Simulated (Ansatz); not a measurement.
A series of calculations on HfO$_{2}$

Part 1: Relaxation

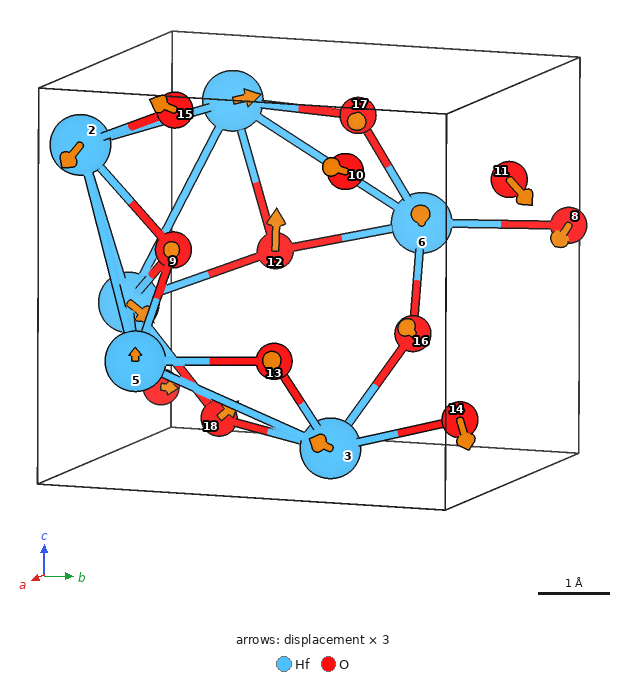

A relaxation of an amorphous cell of composition HfO₂ (coarse preliminary run). The starting structure is drawn; orange arrows show the displacements (the part carried along by the change of the cell is left out), 3 times their true length.

Style: ball-and-stick. Shown: the cell of the calculation, slightly off an axis.

Case: the last frame of the dynamics.

These are results of DFT PBE, scalar-relativistic, plane waves, PAW in Ansatz 0.2.0, not measurements. Settings: plane-wave cutoff 420 eV; k-point mesh 2 × 1 × 2; occupations gaussian; smearing width 0.1 eV; mesh shifted by (0.5, 0, 0.5); no spin polarisation; cell and atoms relaxed; force threshold 0.04 eV/Å; at most 70 steps.

Question: Describe the change and its energy.

Answer: An O atom moves most relative to the cell: 0.28 Å along [3 0 1]. Largest moves by element: O 0.28 Å, Hf 0.23 Å. The volume changes by +5.3 %, with a 5.914 → 5.987 Å (+1.2 %), b 6.170 → 6.248 Å (+1.3 %), c 5.666 → 5.865 Å (+3.5 %), α 90.6° → 97.4°, β 90.5° → 90.0°, γ 88.2° → 90.0°. Some distances before and after: Hf–O 2.830 → 2.457 Å, Hf–Hf 3.081 → 3.307 Å, Hf–Hf 3.123 → 3.297 Å, Hf–O 1.929 → 2.095 Å. Among the angles between lasting bonds that change: Hf–O–Hf 158.6° → 142.8°, Hf–O–Hf 155.9° → 142.7°, Hf–O–Hf 135.3° → 148.5°. Over 6 accepted moves (8 points after the start) the energy falls by 1.727 eV per cell of the calculation. The largest force component goes from 1.7 to 0.025 eV/Å. The pressure goes from 12.16 to −0.04 GPa. At 2 points the geometry stayed and the basis and grid were re-selected for the new cell (energy shift of 0.136 eV per cell of the calculation at most each time).

Limits of the set-up: the periodic images lie only 5.7 Å apart, so the values are limited by the cell's size.

Part 2: Relaxation

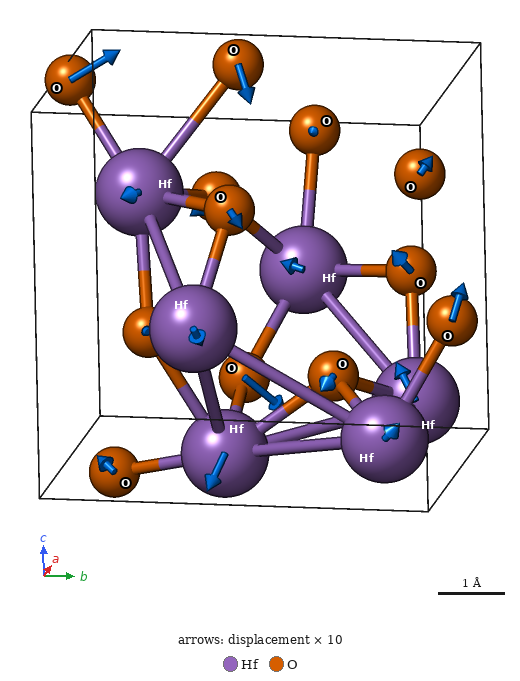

A relaxation of an amorphous cell of composition HfO₂ (coarse preliminary run). The starting structure is drawn; blue arrows show the displacements (the part carried along by the change of the cell is left out), 10 times their true length.

The picture is a ball-and-stick view of the cell of the calculation, reduced to other axes, seen from a free direction. Lengths and directions refer to the drawn axes.

Case: the last frame of the dynamics, relaxed further on a centred mesh.

Level of theory: DFT PBE, scalar-relativistic, plane waves, PAW (Ansatz 0.2.0).

Input file:
```yaml
crystal:
  lattice:
    - [5.9872780778, 0.0047119341, -0.0029361142]
    - [-0.0007967143, 6.2347764134, -0.4059933141]
    - [0.0025021947, -0.3747305803, 5.853213429]
  atoms:
    - { symbol: Hf, position: [0.2629601575, 0.259235019, 0.8857705957] }
    - { symbol: Hf, position: [0.7630030553, 0.0083479744, 0.8025703559] }
    - { symbol: Hf, position: [0.6782802048, 0.5960600386, 0.0906237676] }
    - { symbol: Hf, position: [0.4218917272, 0.0534788697, 0.3630702221] }
    - { symbol: Hf, position: [0.9217983723, 0.2140092657, 0.3251950603] }
    - { symbol: Hf, position: [0.1782889054, 0.6713557742, 0.5972576405] }
    - { symbol: O, position: [0.1737539621, 0.0468127599, 0.1295175448] }
    - { symbol: O, position: [0.0131642492, 0.9647994797, 0.5562653656] }
    - { symbol: O, position: [0.6736860894, 0.2206916287, 0.5586821081] }
    - { symbol: O, position: [0.8654906136, 0.6937856107, 0.8205106716] }
    - { symbol: O, position: [0.4183927774, 0.9815075115, 0.729272223] }
    - { symbol: O, position: [0.2035971034, 0.3237502914, 0.5317342267] }
    - { symbol: O, position: [0.9152169461, 0.5481740311, 0.3352360179] }
    - { symbol: O, position: [0.7037063558, 0.9436460331, 0.1565077481] }
    - { symbol: O, position: [0.9181966123, 0.2861387085, 0.9590096775] }
    - { symbol: O, position: [0.4152822916, 0.7192725965, 0.3528725332] }
    - { symbol: O, position: [0.3654748345, 0.573676374, 0.8675414143] }
    - { symbol: O, position: [0.5131015518, 0.3026782178, 0.1319435848] }
  symmetry: { detect: false }
basis:
  ecutwfc: 420
kpoints:
  mp_grid: { grid: [3, 2, 3] }
hamiltonian:
  xc: pbe
scf:
  occupations: { method: gaussian, width: 0.1 }
  lower_state_search: "off"
output:
  forces: true
  stress: true
  eigenvalues: true
relax:
  adjacent_minimum: "off"
  f_tol: 0.04
  max_steps: 25
  cell: { stress_tol: 0.3 }
```

Command:
```bash
ansatz run input.yaml --threads 2 --pin off --max-ram 5120MiB --backend cpu --events-out ev --progress --plain --runs-dir out
```

> What happened in the run?

The largest moves relative to the cell, 0.093 Å, are those of O8 and O18. O18 goes roughly along [−1 2 −1]. By element the largest moves are O 0.093 Å, Hf 0.071 Å. Cell: a 5.865 → 5.848 Å (−0.3 %), b 5.987 → 5.903 Å (−1.4 %), c 6.248 → 6.342 Å (+1.5 %), β 97.4° → 97.8°. Volume −0.3 %. Near-neighbour distances that change, for instance: Hf4–O18 2.259 → 2.357 Å, Hf3–O17 2.279 → 2.200 Å, Hf1–Hf2 3.386 → 3.334 Å, Hf1–Hf4 3.308 → 3.260 Å. Among the angles between lasting bonds that change: Hf1–O15–Hf3 132.5° → 135.8°, Hf3–O14–Hf5 142.8° → 146.0°, Hf1–O15–Hf2 107.9° → 105.0°. The energy falls by 4.5 meV per atom in 4 accepted moves (5 points after the start). The largest force component goes from 0.28 to 0.02 eV/Å. The pressure goes from 0.60 to 0.02 GPa. At 1 point the geometry stayed and the basis and grid were re-selected for the new cell (energy shift of 0.1 meV per atom at most each time). The run took 2 min on 2 threads of Intel(R) Xeon(R) Processor @ 2.70GHz (shared host), peak memory 0.77 GiB.

Limits of the set-up: the periodic images lie only 5.9 Å apart, so the values are limited by the cell's size.

Part 3: Dynamics

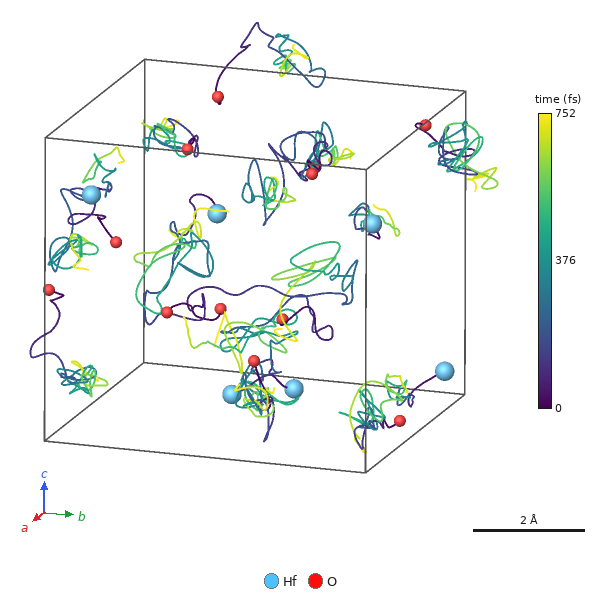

First-principles dynamics of an amorphous cell of composition HfO2 (18 atoms in the cell), 752 fs long. Lines trace each atom's path, coloured by time; spheres stand at the starting positions. Seen slightly off an axis in the simulation cell.

Method: DFT PBE, scalar-relativistic, plane waves, PAW (Ansatz 0.2.0). Run with plane-wave cutoff 420 eV; k-point mesh 1 × 1 × 1; Fermi-Dirac smearing 0.31 eV; volume 1.04 times that of the relaxed crystal; set temperature 3600 K; time step 2 fs.

How do the atoms move?

Root-mean-square distances from the starting positions over the second half, with the common drift of all atoms taken out: O 1.62 Å, Hf 0.95 Å. Against the typical shortest distance between atoms in the first frame, about 1.9 Å these are large excursions, but over 752 fs one can't yet tell strong vibration from the start of diffusion. 6 of the 18 free atoms end more than three quarters of that spacing from the start.

Limits of the set-up: the periodic images lie only 5.7 Å apart, so the values are limited by the cell's size.

The run took 9.3 min on 2 threads of Intel(R) Xeon(R) Processor @ 2.70GHz (shared host), peak memory 0.43 GiB.

Part 4: Dynamics

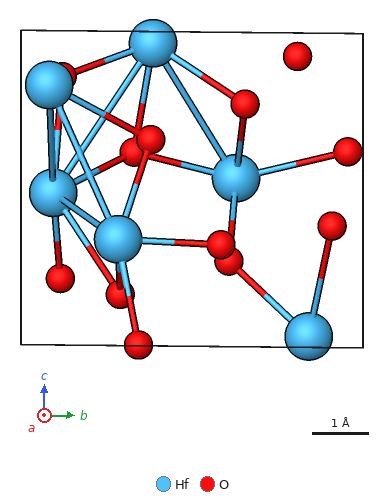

Starting frame of a dynamics run of an amorphous cell of composition HfO$_{2}$ (18 atoms in the cell). It starts from the last geometry of an earlier run, with fresh velocities. Style: ball-and-stick. Shown: the simulation cell, along the a axis. Bonds to atoms that aren't drawn are left out.

The calculation used DFT PBE, scalar-relativistic, plane waves, PAW in Ansatz.

Input
```yaml
crystal:
  lattice:
    - [5.913382, 0.093665, -0.026317]
    - [0.093665, 6.169229, -0.029352]
    - [-0.026317, -0.029352, 5.666068]
  atoms:
    - { symbol: Hf, position: [0.2652982534, 0.3820835568, 0.9589029264] }
    - { symbol: Hf, position: [0.8643355014, 0.0785730395, 0.8228266333] }
    - { symbol: Hf, position: [0.4133525978, 0.8372032011, 0.0308641408] }
    - { symbol: Hf, position: [0.3875967557, 0.090308817, 0.4798485266] }
    - { symbol: Hf, position: [0.8533802506, 0.2800527884, 0.3340131605] }
    - { symbol: Hf, position: [0.0554071734, 0.6248228297, 0.5323162522] }
    - { symbol: O, position: [0.1872891612, 0.1112057373, 0.2075100874] }
    - { symbol: O, position: [0.0895981759, 0.9514841893, 0.6196292483] }
    - { symbol: O, position: [0.7059434391, 0.3756697018, 0.6521177345] }
    - { symbol: O, position: [0.7493747268, 0.8044924606, 0.9212873928] }
    - { symbol: O, position: [0.4120010342, 0.1165548827, 0.8498376652] }
    - { symbol: O, position: [0.1407037734, 0.3269882707, 0.6116994732] }
    - { symbol: O, position: [0.8333479545, 0.5807496503, 0.3198395288] }
    - { symbol: O, position: [0.6005863726, 0.905467047, 0.3827460507] }
    - { symbol: O, position: [0.9320848664, 0.3395594, 0.998409553] }
    - { symbol: O, position: [0.3319805089, 0.6039562578, 0.2680206578] }
    - { symbol: O, position: [0.3774622618, 0.6511621032, 0.7679822358] }
    - { symbol: O, position: [0.5642738575, 0.2862742667, 0.1588300493] }
  symmetry: { detect: false }
basis:
  ecutwfc: 420
  xc_grid: 1
kpoints:
  mp_grid: { grid: [1, 1, 1], shift: [0.0, 0.0, 0.0] }
hamiltonian:
  xc: pbe
scf:
  occupations: { method: fermi_dirac, width: 0.2232 }
  lower_state_search: "off"
  convergence: { dr2_threshold: 1.0e-05 }
output:
  forces: true
  stress: true
md:
  timestep: 2.0
  n_steps: 240
  ensemble: nvt_langevin
  friction: 0.005
  temperature: 2590.0
  initial_velocities: maxwell_boltzmann
  seed: 48799
```

Command:
```bash
ansatz run input.yaml --threads 2 --pin off --max-ram 5120MiB --backend cpu --events-out ev --progress --plain --runs-dir out
```

> What does the trajectory do?

The mean temperature in the second half is 2804 K (standard deviation 439 K). The temperature is still falling (3243 K in the second quarter, 2499 K in the last), so the run isn't equilibrated. The potential energy in the second half lies on average 408 meV per atom below the first frame. The mean pressure there is 23.7 GPa. Root-mean-square distances from the starting positions over the second half, with the common drift of all atoms taken out: Hf 0.99 Å, O 0.85 Å. Against the typical shortest distance between atoms in the first frame, about 1.9 Å these are large excursions, but over 480 fs one can't yet tell strong vibration from the start of diffusion. 1 of the 18 free atoms end more than three quarters of that spacing from the start.

Along the run (each row but the first and the last is the mean over the interval that it begins):

```csv
time (fs),potential energy (meV/atom),T (K),p (GPa)
0.0,0.0,2446,32.1
60.0,-23.7,2903,27.6
120.0,-91.3,2864,27.6
180.0,-313.6,3623,23.6
240.0,-386.8,3258,28.9
300.0,-392.6,2964,22.1
360.0,-390.7,2452,23.2
420.0,-461.6,2551,20.5
480.0,-461.5,2506,20.2
```

The paths of the atoms:

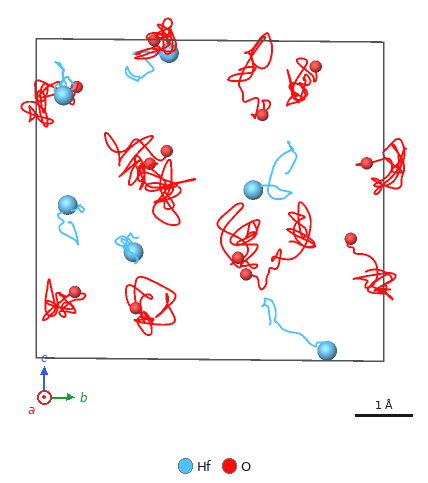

Limits of the set-up: the periodic images lie only 5.7 Å apart, so the values are limited by the cell's size.

The run took 5.2 min on 2 threads of Intel(R) Xeon(R) Processor @ 2.70GHz, on a shared host, peak memory 0.41 GiB.
